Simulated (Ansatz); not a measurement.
**Ga(010) (C2/c bulk, 6 atomic planes (those closer than 0.6 Å count as one), 10 Å): images, spectra and barriers**

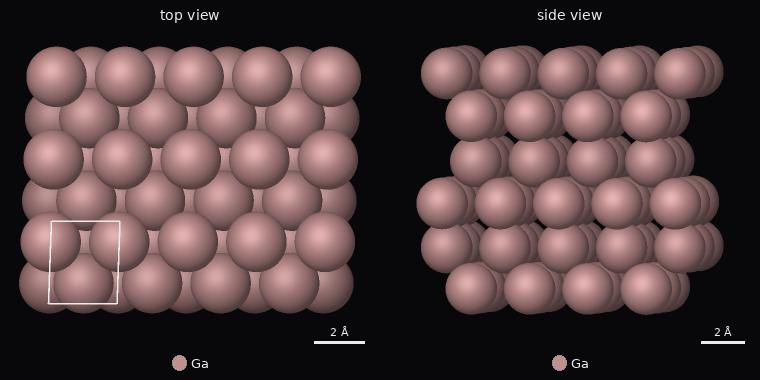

The relaxed structure from above and from the side.

These are results of DFT PBE, scalar-relativistic, plane waves, PAW (Ansatz), not measurements. Cutoff 420 eV, 21 × 18 k-points, Gaussian smearing 0.1 eV, dipole correction. The slab is a cut without reconstruction beyond its cell, at the source's lattice constants, with its lower half held fixed and the rest relaxed. No spin polarisation. The run couldn't confirm all of its levels under its output density. The run warns that the functional's potential is rough in the thin density of the vacuum, where the tip is; weak contrasts and barriers may feel it. On this mesh the free atoms still feel up to 0.09 eV/Å.

Model: Tersoff–Hamann, s-wave tip, no tip–sample forces. Bias windows are sharp sums over the levels of the k mesh.

The calculation's input:

```yaml
crystal:
  lattice:
    - [2.766, 0.0, 0.0]
    - [0.11745, 3.32993, 0.0]
    - [0.0, 0.0, 27.9696139586]
  atoms:
    - { symbol: Ga, position: [0.5, 0.25, 0.3217777697] }
    - { symbol: Ga, position: [0.0, 0.75, 0.3903026298] }
    - { symbol: Ga, position: [0.0, 0.25, 0.4657375699] }
    - { symbol: Ga, position: [0.5, 0.75, 0.5357907866] }
    - { symbol: Ga, position: [0.5, 0.25, 0.6132277739] }
    - { symbol: Ga, position: [0.0, 0.75, 0.6842946014] }
basis:
  ecutwfc: 420.0
  fft_grid_basis: typed
kpoints:
  mp_grid: { grid: [21, 18, 1] }
hamiltonian:
  xc: pbe
  pseudopotentials: { kind: paw }
scf:
  occupations: { method: gaussian, width: 0.1 }
output:
  forces: true
  eigenvalues: true
  band_densities:
    - { e_range: [-2.0, -1.0] }
    - { e_range: [-1.0, -0.5] }
    - { e_range: [-0.5, -0.25] }
    - { e_range: [-0.25, 0.0] }
    - { e_range: [0.0, 0.25] }
    - { e_range: [0.25, 0.5] }
    - { e_range: [0.5, 1.0] }
    - { e_range: [1.0, 1.5] }
  band_residual_tolerance: 1.0e-05
  write_potential: true
  elf: true
  write_density: true
  volumetric_format: npy
efield:
  axis: 3
  dipole_correction: true
  ramp_width: 0.04
checkpoint:
  read: start.run
  write: ck
  compress: false
  write_wavefunctions: false
  write_every: 100000
```

Run with:

```sh
ansatz run input.yaml --threads 1 --pin off --max-ram 2211MiB --backend cpu --events-out ev --progress --plain --runs-dir out
```

Cost without the relaxation before it: 12 min on 1 thread of Arm Neoverse N1, on a shared host, peak memory 1.5 GiB.

Part 1: One image

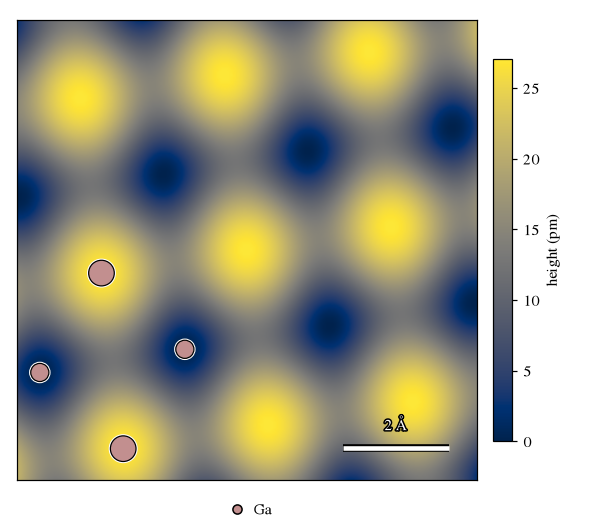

Constant-current image at a set point of 1.4 × 10⁻⁴ e/Å³ of this surface, sample bias −0.50 V. The atoms seen from above are drawn over one corner (deeper ones smaller).

Q: Assign the bright and dark features to the surface structure.

A: The brightest spots lie over the top Ga atoms; the darkest points are over the sites above the Ga atoms 2.0 Å below the top plane. The corrugation is 27 pm at a mean tip height of 3.0 Å.

Part 2: Approach curves

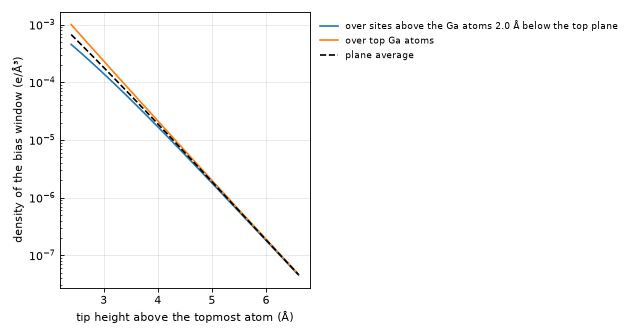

Approach curves over this surface at a sample bias of +0.50 V.

Q: How fast does the current decay, and what apparent barrier height does that imply?

A: Near 4 Å the plane average falls as exp(−2.29 z/Å), a factor of 9.8 per ångström, which gives an apparent barrier of 5.0 eV (0.952 eV Å² times the slope squared). The vacuum level lies 4.25 eV above zero bias. The upper edge of the window lies 3.75 eV under it. The apparent barrier is above 3.75 eV. At 4 Å the 0.25 eV of states nearest the upper edge carry 50 % of the density. The value exceeds even the 4.25 eV between the vacuum level and the deepest states of the window, so their depth alone doesn't explain it. States away from the zone centre decay faster, since their momentum along the surface adds to the barrier, and that may account for the rest.

Part 3: Barrier map

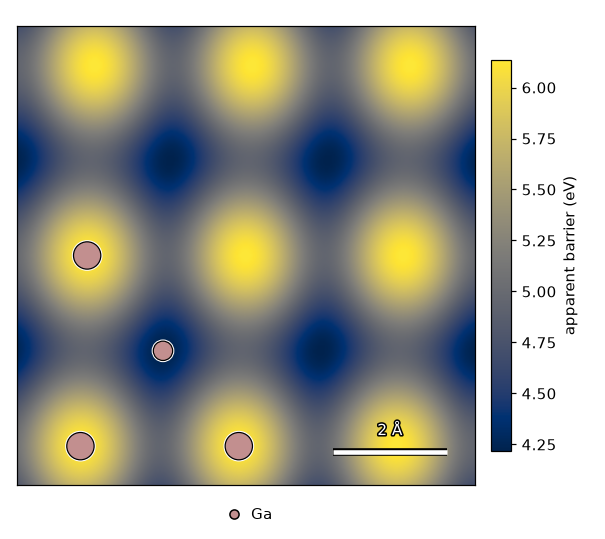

Map of the apparent barrier height, 0.952 eV Å² × (d ln I/dz)², 3.0 Å above this surface at −0.25 V; lighter colours are higher.

Q: Where is the apparent barrier highest and lowest, and over what range?

A: It is highest, 6.1 eV, over the top Ga atoms, and lowest, 4.2 eV, over the sites above the Ga atoms 2.0 Å below the top plane. The vacuum level lies 4.25 eV above zero bias. The high values lie on or round the bright spots: there the density falls fastest, as the corrugation dies out with height.
